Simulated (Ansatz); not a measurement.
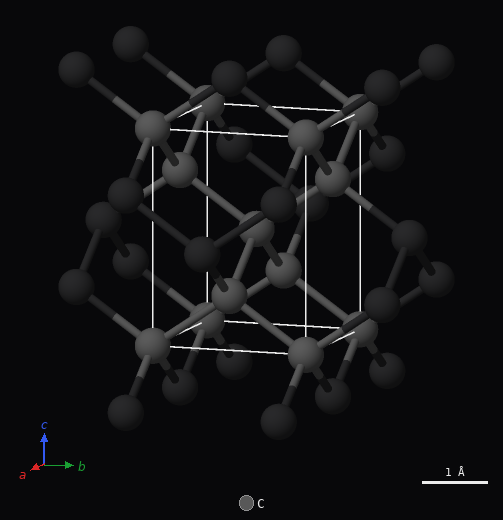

The figure gives a ball-and-stick picture of the atoms, viewed slightly off an axis. The wireframe shows the conventional unit cell. Neighbours across the faces are drawn wherever a bond reaches them, in fainter colours.

C, space group I4_1/amd (No. 141), a = 2.517 Å, b = 2.517 Å, c = 3.419 Å, α = 90.00°, β = 90.00°, γ = 90.00°. The structure was taken from a structure type filled with this element by a generator (whether the element takes this form wasn't checked). The cell was then strained or its atoms displaced on purpose. It went into a calculation with Ansatz.

This one geometry was computed with Ansatz (DFT, plane waves, PAW) at three levels of theory: r2SCAN, HSE06 and PBE. It was relaxed with r2SCAN and then strained.

> Which level gives the highest pressure at this volume, and what does that say about its equilibrium volume?

Highest: PBE (23.8 GPa), which points to the largest equilibrium volume. Lowest, with the smallest volume: HSE06 (13.9 GPa). Levels within 0.5 GPa of each other can't be told apart.

> How does the band gap change with the level of theory?

PBE: a gap of 3.22 eV, indirect; r2SCAN: a gap of 3.39 eV, indirect; HSE06: a gap of 4.29 eV, indirect.

> Collect the results in a table.

| level | cutoff (eV) | k-mesh of the run's cell | gap (eV) | pressure (GPa) |
| --- | --- | --- | --- | --- |
| r2SCAN | 500 | 12×12×12 | 3.39 | 19.8 |
| HSE06 | 420 | 8×8×8 | 4.29 | 13.9 |
| PBE | 420 | 12×12×12 | 3.22 | 23.8 |

Gaps are taken on the k-mesh or band path of each run.
